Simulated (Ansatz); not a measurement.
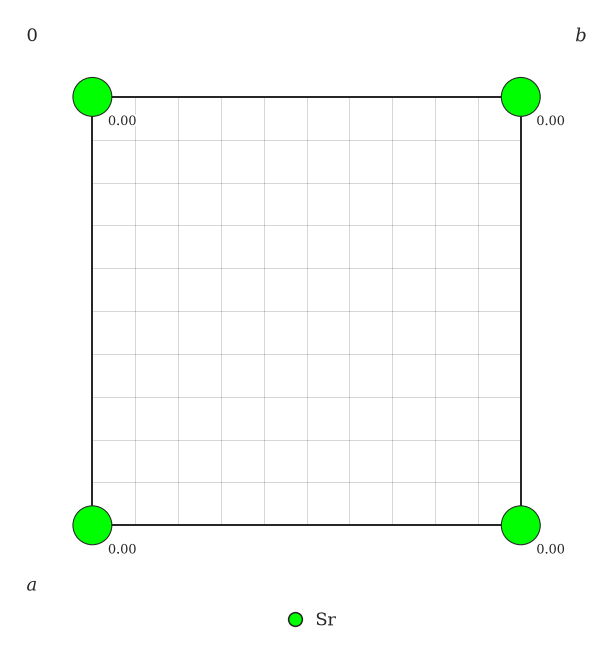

Plan of a unit cell projected along c (a down the page, b across); the numbers are heights as fractions of c, and atoms on the cell's edges are repeated. The grid marks tenths of a and b. Source: coordinates from a relaxation with Ansatz 0.2.0, DFT, PBE, plane waves (420 eV) with PAW, scalar-relativistic; the starting structure was generated, so it need not be a known form of this composition. The drawing is computed from the coordinates (standard cell, symmetry found to 0.002 Å).

a = 3.873 Å, b = 3.873 Å, c = 3.873 Å, α = 90.00°, β = 90.00°, γ = 90.00°.

> What does the cell contain?

1 Sr: Sr, Z = 1.

> Which space group?

Pm-3m, No. 221, primitive cubic.

> Give the independent sites, coordinates to two places.

```
atom  site  symmetry     x     y     z
  Sr    1a      m-3m  0.00  0.00  0.00
```
